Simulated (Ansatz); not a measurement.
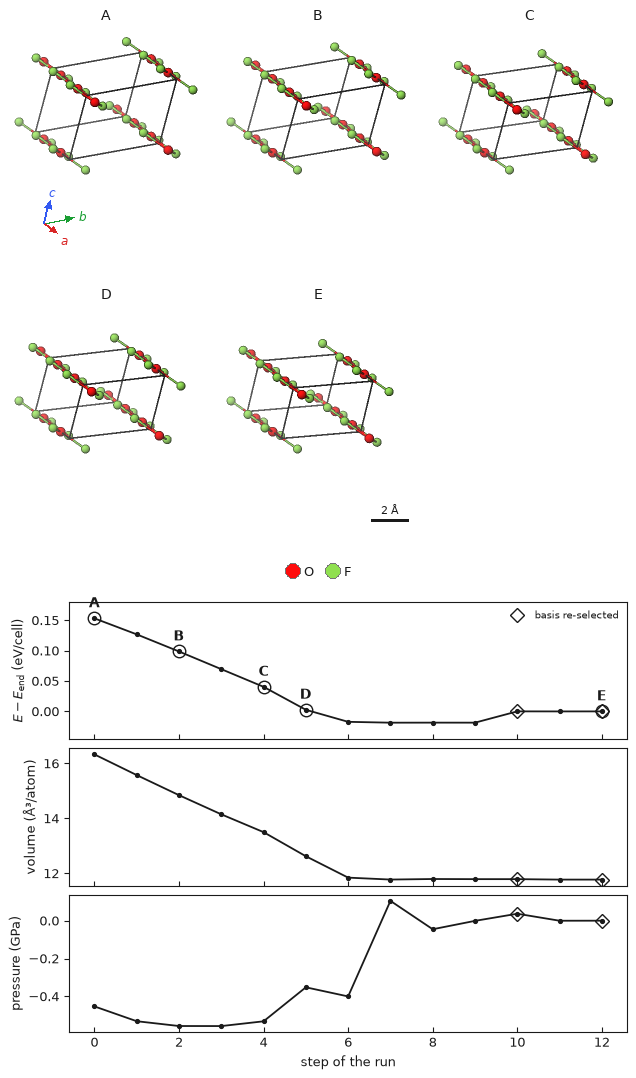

Frames of a relaxation of solid OF$_{2}$ (built on the SiS2-72 type type), marked on the history of the run. A ball-and-stick model of the reduced cell, seen from a free direction. Lengths and directions refer to the drawn axes.

The calculation used Ansatz 0.2.0, DFT, r2SCAN+rVV10, plane waves, PAW. Set-up: plane-wave cutoff 500 eV; k-point mesh 6 × 6 × 6; occupations fermi dirac; smearing width 0.03 eV; no spin polarisation; cell and atoms relaxed; force threshold 0.01 eV/Å; at most 120 steps.

What happens along the run?

The largest moves relative to the cell, 0.10 Å, are those of F atoms. O stays in place. Cell: a 4.949 → 4.935 Å (−0.3 %), b = c 5.159 → 4.526 Å (−12.3 %), α 64.6° → 68.1°, β 61.3° → 57.0°, γ 61.3° → 57.0°. Volume −27.9 %. The space group stays Cmmm (No. 65). Over 10 accepted moves (12 points after the start) the energy falls by 0.153 eV per cell of the calculation. The largest force component goes from 0.062 to 0.00019 eV/Å. The pressure goes from −0.45 to 0.00 GPa. The SCF was repeated twice at an unchanged geometry on a basis and grid sized afresh for the cell, which shifted the energy by 18.6 meV per cell of the calculation at most. Cost: 2.1 min on 2 threads of Arm Neoverse V2, on a shared host, peak memory 0.85 GiB. From step 0 to 2: F atoms move most (0.05 Å), volume −9.1 %, energy −54.6 meV per cell of the calculation. From step 2 to 4: F atoms move most (0.03 Å), volume −9.1 %, energy −58.2 meV per cell of the calculation. From step 4 to 5: volume −6.5 %, energy −37.8 meV per cell of the calculation. From step 5 to 12: volume −6.7 %, energy −2.6 meV per cell of the calculation.
